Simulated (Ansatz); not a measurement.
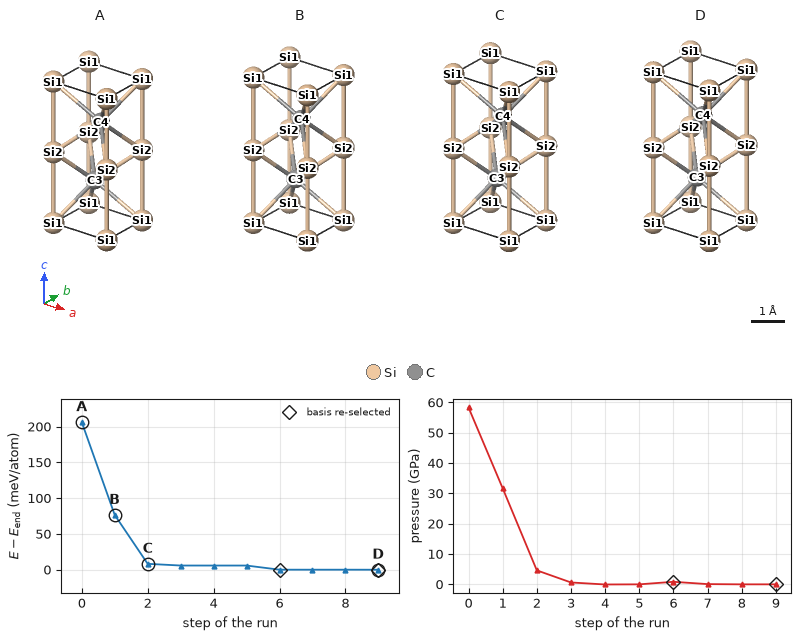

Frames of a relaxation of crystalline SiC (built on the NiAs type), marked on the history of the run. The picture is a ball-and-stick view of the cell of the calculation, seen slightly off an axis.

Computed with Ansatz 0.2.0, DFT, PBE, plane waves, PAW. Set-up: plane-wave cutoff 420 eV; k-point mesh 12 × 12 × 6; occupations fermi dirac; smearing width 0.02 eV; no spin polarisation; cell and atoms relaxed; force threshold 0.005 eV/Å.

**What happens along the run?**

Over 7 accepted moves (9 points after the start) the energy falls by 206 meV per atom. All forces vanish by symmetry, so only the cell relaxes. The pressure goes from 58.34 to 0.00 GPa. At 2 points the geometry stayed and the basis and grid were re-selected for the new cell (energy shift of 5.8 meV per atom at most each time). The atoms keep their places relative to the cell (all moves are under 0.005 Å). The volume changes by +17.6 %, with a = b 2.733 → 2.871 Å (+5.0 %), c 4.455 → 4.748 Å (+6.6 %). Near-neighbour distances that change, for instance: Si1–Si2 2.227 → 2.374 Å, Si1–C3 1.931 → 2.038 Å. The space group stays P6_3/mmc (No. 194). From step 0 to 1: volume +6.3 %, energy −130 meV per atom. From step 1 to 2: volume +8.5 %, energy −68.2 meV per atom. From step 2 to 9: volume +2.0 %, energy −8.2 meV per atom.
